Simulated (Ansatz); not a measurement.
Te₂Pt (space group P-3m1, No. 164). Coordinates: the geometry relaxed with DFT PBE+D3(BJ), scalar-relativistic, plane waves, PAW (Ansatz 0.2.0).

```cif
data_structure
_symmetry_space_group_name_H-M 'P-3m1'
_symmetry_Int_Tables_number 164
_cell_length_a 4.0533
_cell_length_b 4.0533
_cell_length_c 5.0910
_cell_angle_alpha 90.000
_cell_angle_beta 90.000
_cell_angle_gamma 120.000
_cell_volume 72.44
loop_
_atom_site_label
_atom_site_type_symbol
_atom_site_symmetry_multiplicity
_atom_site_Wyckoff_symbol
_atom_site_fract_x
_atom_site_fract_y
_atom_site_fract_z
_atom_site_occupancy
Te1 Te 2 d 0.33333 0.66667 0.26706 1
Pt1 Pt 1 a 0.00000 0.00000 0.00000 1
```

Describe how the polyhedra about Pt are linked (bonds: Pt–Te below 3 Å).

Pt: PtTe6 octahedron, sharing edges with six neighbours.

They form layers of edge-sharing octahedra parallel to (001).

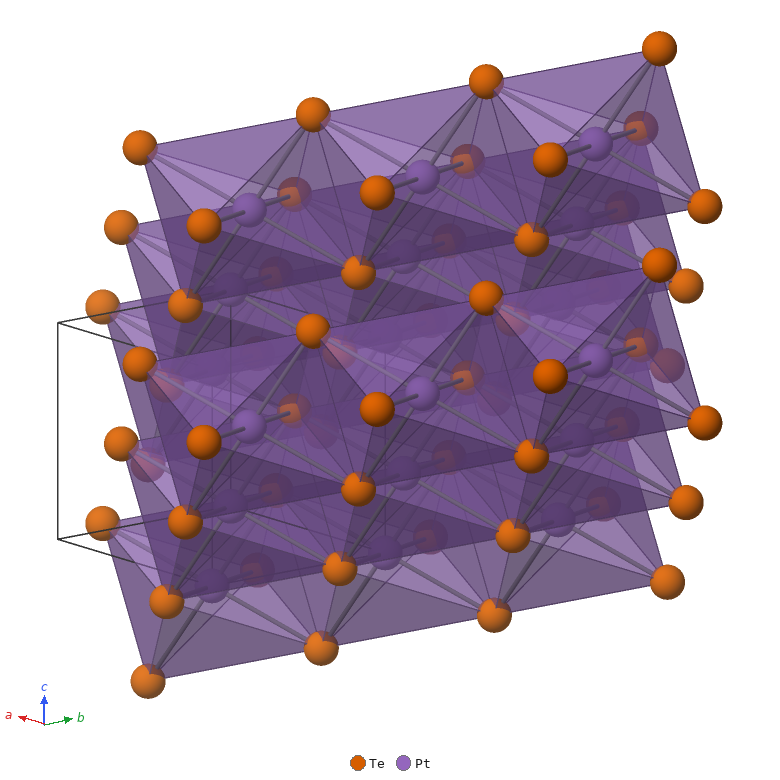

Polyhedra are drawn about Pt (bonds: Pt–Te below 3 Å); other atoms are plain spheres.
